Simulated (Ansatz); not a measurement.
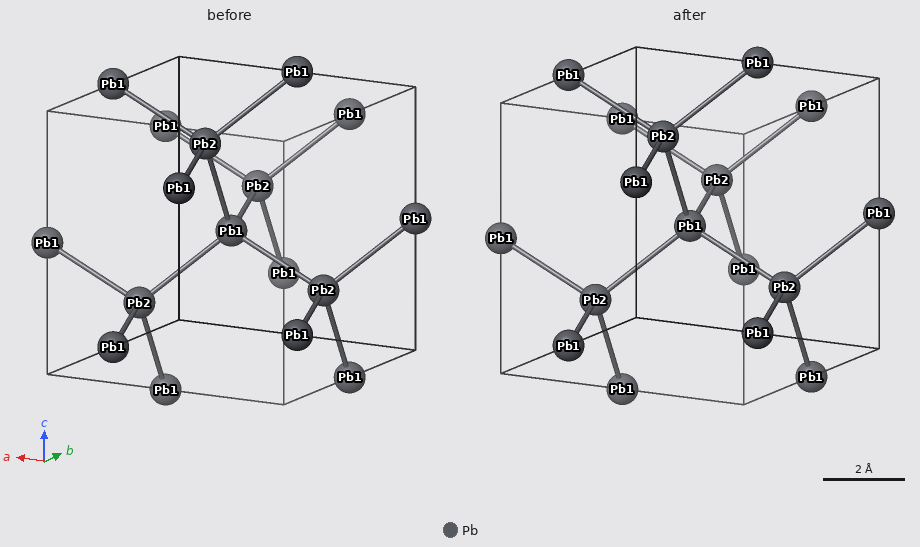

Left: a symmetric starting cell of Pb (made from another compound by putting Pb in place of Sn). Right: the same structure after one change, at the same scale. Style: ball-and-stick. Shown: the conventional cell (4 times the calculation's cell), from a free direction. Lengths and directions refer to the drawn axes.

Level of theory: DFT PBE, scalar-relativistic, plane waves, PAW in Ansatz. (plane-wave cutoff 420 eV; k-point mesh 10 × 10 × 10; occupations gaussian; smearing width 0.1 eV; no spin polarisation)

**What distinguishes the right structure from the left one?**

All lengths are scaled by +2.7 % (volume +8.4 %), the atoms keeping their fractional coordinates. No relaxation follows. The starting cell wasn't computed here and needn't be at equilibrium, so pressure and forces aren't due to the change alone.

**And its effect?**

Near-neighbour distances before and after: Pb–Pb 2.896 → 2.975 Å. The space group stays Fd-3m (No. 227). The pressure is 2.5 GPa (not all of it need come from the change, since the unchanged cell can be under pressure at this level too). All forces vanish by symmetry.
